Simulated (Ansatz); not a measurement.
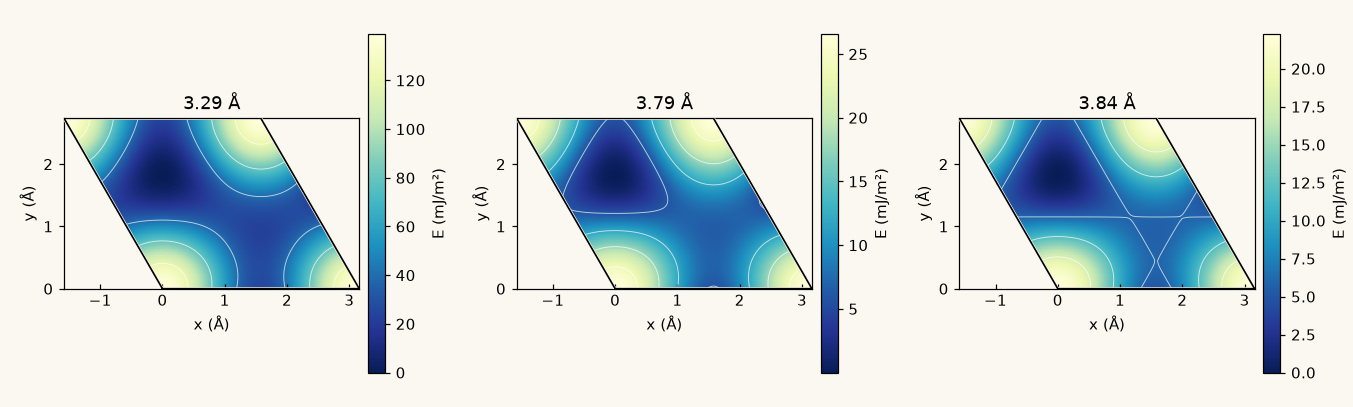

Three maps of one series, each from its own lowest grid point and on its own colour scale; the layer distance changes from map to map. A bilayer of two WS₂ sheets (1H type), the upper one turned by 180 degrees about the normal (6 atoms in the cell). The upper layer of a bilayer is slid over the lower one; relaxed at each slide: nothing; the origin of the map has S4 above S3. Places are given modulo a cell vector. The map is drawn in real space over the plane of the slide. The scan uses a 6 × 6 grid. Energies: mJ/m², counted from the lowest grid point. At a held distance the lowest stacking need not be the one that binds best once the distance relaxes. All numbers below come from DFT PBE+D3(BJ), scalar-relativistic, plane waves, PAW in Ansatz 0.2.0. Settings: cutoff 420 eV, k-mesh 9×9×1, gaussian smearing 0.05 eV, no spin polarisation.

In the figure: a smooth colour map with a few white contour lines, the outline of one cell of the plane. Between grid points the surface is interpolated.

The span runs from the lowest to the highest grid point.

| layer distance | lowest grid point | span (mJ/m²) |
| --- | --- | --- |
| 3.29 Å | S above W of a deeper plane, the W behind them above S | 139 |
| 3.79 Å | S above W of a deeper plane, the W behind them above S | 27 |
| 3.84 Å | S above W of a deeper plane, the W behind them above S | 22 |

> One more map of the series was computed, for the layer distance 3.24 Å. What do you expect for it?

A straight line of ln(span) against the layer distance through the 3 maps has the slope −3.3 per Å (a decay length of 0.30 Å) and gives 164 mJ/m² at 3.24 Å. The computed span is 162 mJ/m², below the fit by 1 %. The lowest grid point is S above W of a deeper plane, the W behind them above S, as for 3.29 Å, 3.79 Å and 3.84 Å.

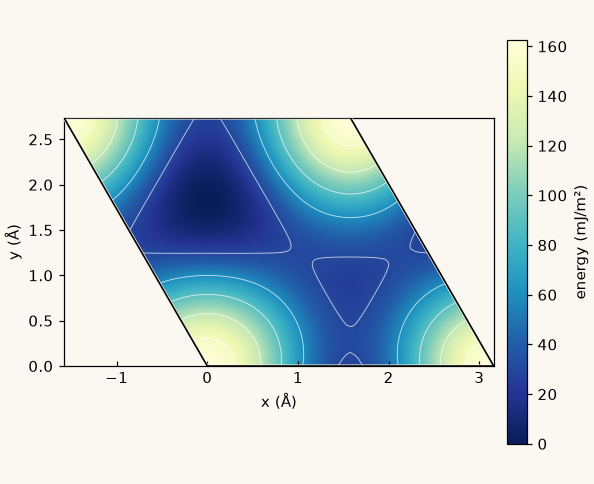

The map for 3.24 Å.

PAW datasets: the set soft_1.
